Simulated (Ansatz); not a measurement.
**Co (slab): density, localisation and related maps**

Input file:

```
crystal:
  lattice:
    - [2.4937685489, 0.0, 0.0]
    - [0.0, 4.0330681178, 0.0]
    - [0.0, 0.0, 20.0392228006]
  atoms:
    - { symbol: Co, position: [0.0, 0.75, 0.3742660119], spin: 1.86 }
    - { symbol: Co, position: [0.5, 0.25, 0.4101900085], spin: 1.86 }
    - { symbol: Co, position: [0.5, 0.75, 0.4820380017], spin: 1.86 }
    - { symbol: Co, position: [0.0, 0.25, 0.5179619983], spin: 1.86 }
    - { symbol: Co, position: [0.0, 0.75, 0.5898099915], spin: 1.86 }
    - { symbol: Co, position: [0.5, 0.25, 0.6257339881], spin: 1.86 }
basis:
  ecutwfc: 420
kpoints:
  mp_grid: { grid: [14, 9, 1] }
hamiltonian:
  xc: pbe
scf:
  occupations: { method: gaussian, width: 0.1 }
output:
  forces: true
  stress: true
  eigenvalues: true
  populations: true
  write_density: true
  write_potential: true
  elf: true
  volumetric_format: npy
magnetization:
  spin_polarized: true
efield:
  axis: 3
  dipole_correction: true
```

Run with:

```sh
ansatz run input.yaml --threads 1 --pin off --max-ram 2560MiB --backend cpu --events-out ev --progress --plain --runs-dir out
```

Not relaxed (largest force 0.5 eV/Å); spin-polarised.

All numbers below come from DFT PBE, scalar-relativistic, plane waves, PAW (Ansatz 0.2.0).

The density is the valence pseudo-density of a PAW calculation; it isn't the true density close to the nuclei.

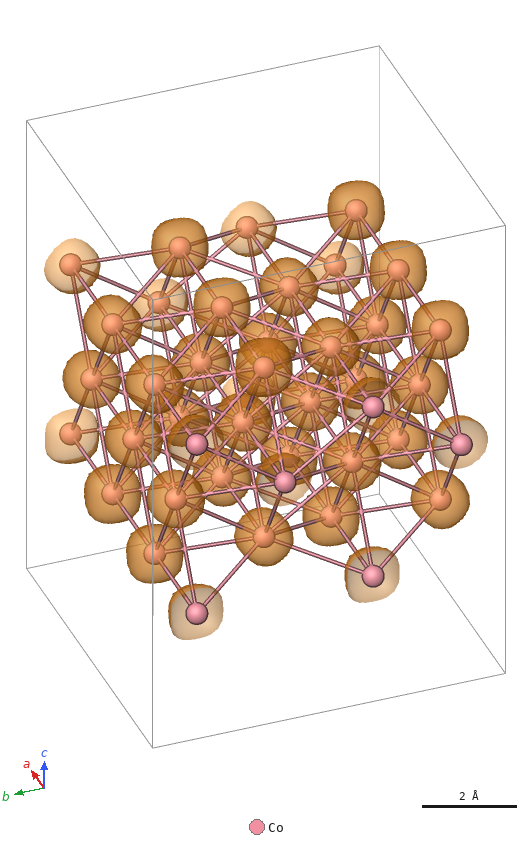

Figure 1. Isosurfaces of the spin density at +0.4 (orange) and −0.4 e/Å³ (purple), seen at an oblique angle. Sticks mark near contacts.

Q: Which atoms carry the moments, and with what signs?

A: The spin density sits on Co: +1.9 μB (×2) and +1.7 μB (×4) in one cell of 6 atoms: parallel moments (a ferromagnetic arrangement) in this solution. The cell of the calculation (6 atoms) carries 10.4 μB of net spin moment. Only one sign reaches the isovalue.

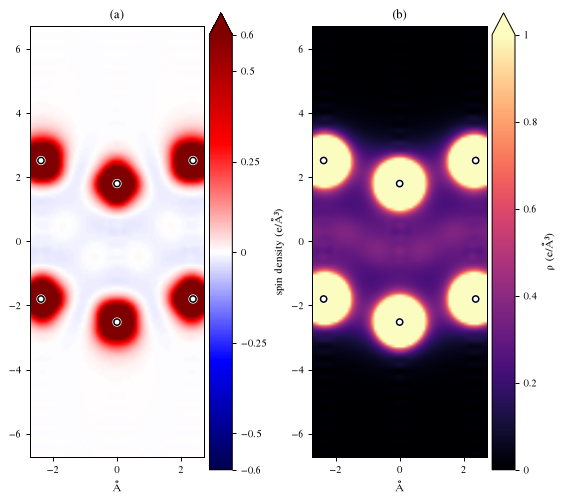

Figure 2. (a) magnetisation density (up minus down); (b) valence pseudo-density on the (11̄0) plane of the calculation cell, a cut from vacuum to vacuum. Circles mark the nuclei in the plane (Co).

Q: Describe what can be read from this map.

A:
- The section cuts through Co sites.
- Co–Co (2.48 Å): the density is about 0.35 e/Å³ at the midpoint.
- The density dies away to nearly zero in the vacuum.

Q: Metal or insulator at this level of theory?

A: It is metallic or semimetallic at this level of theory: no gap opens.
